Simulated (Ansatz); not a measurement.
## ZnS (F-43m): refractive index against wavelength

The refractive index of ZnS (F-43m) below the direct gap (2.11 eV on the mesh) is read from one computed spectrum, n = √(Re ε).

It takes space group F-43m (No. 216, cubic). Conventional cell: a = 5.404 Å, b = 5.404 Å, c = 5.404 Å, α = 90.00°, β = 90.00°, γ = 90.00°. Around Zn on site c lie 4 S at 2.34 Å. Around S on site a lie 4 Zn at 2.34 Å.

Method: Ansatz 0.2.0, PBE, independent particles, k-mesh 12×12×12 with interpolation inside its cells, Gaussian parameter 0.15 eV.

Launch of the response step: `ansatz run input.yaml --threads 4 --pin off --max-ram 8192MiB --backend cpu --events-out ev --progress --plain --runs-dir out`. The run took 5 s, on 4 threads of Arm Neoverse V2, on a shared host.

| wavelength (nm) | photon energy E (eV) | n |
| --- | --- | --- |
| 3000 | 0.413 | 2.5172 |
| 2000 | 0.620 | 2.5251 |
| 1550 | 0.800 | 2.5346 |
| 1310 | 0.946 | 2.5446 |
| 1064 | 1.165 | ? |
| 850 | 1.459 | 2.5979 |

In the single-oscillator model n² − 1 = E₀E_d/(E₀² − E²), so 1/(n² − 1) = E₀/E_d − E²/(E₀E_d) is linear in E².

Working, on the rows shown:

| x = E² (eV²) | y = 1/(n² − 1) |
| --- | --- |
| 0.170801 | 0.187396 |
| 0.384302 | 0.186007 |
| 0.639837 | 0.184359 |
| 0.895757 | 0.182649 |
| 2.12762 | 0.173941 |

Means: x̄ = 0.84366, ȳ = 0.18287. Σ(x − x̄)(y − ȳ) = -0.01627, Σ(x − x̄)² = 2.357. Slope = -0.01627 / 2.357 = -0.006903; intercept = ȳ − slope · x̄ = 0.18869. Turned back into n, the line misses the rows shown by at most 0.00081.

Question: Predict the last column of the withheld row from the fit.

Answer: At x = 1.3578 the line gives y = 0.17932, that is 2.5645. The run gave 2.5634, so the interpolation is off by 0.0011, 1.3 % of the range in the table.

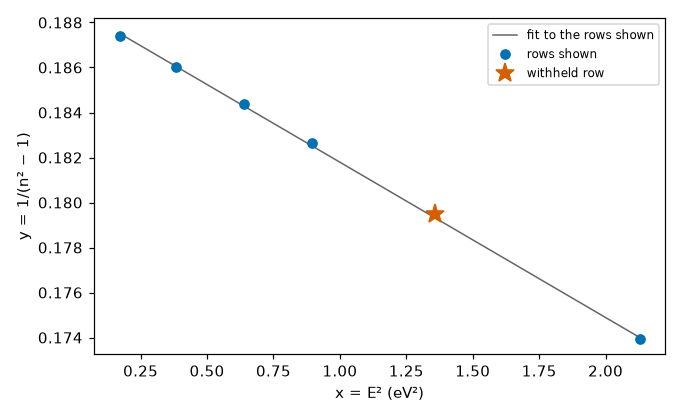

Refitted with all rows, the slope is -0.006873 and the intercept 0.1887. These give E₀ = √(intercept/−slope) = 5.24 eV and E_d = E₀/intercept = 27.8 eV; E₀ is 2.5 times the direct gap. The electronic limit at long wavelengths, without lattice vibrations, is n = √(1 + 1/intercept) = 2.510. The cell comes from an older database entry, whose edges can be off by a per cent or so. Excitons are left out and so are local fields; PBE gaps are as a rule too small.
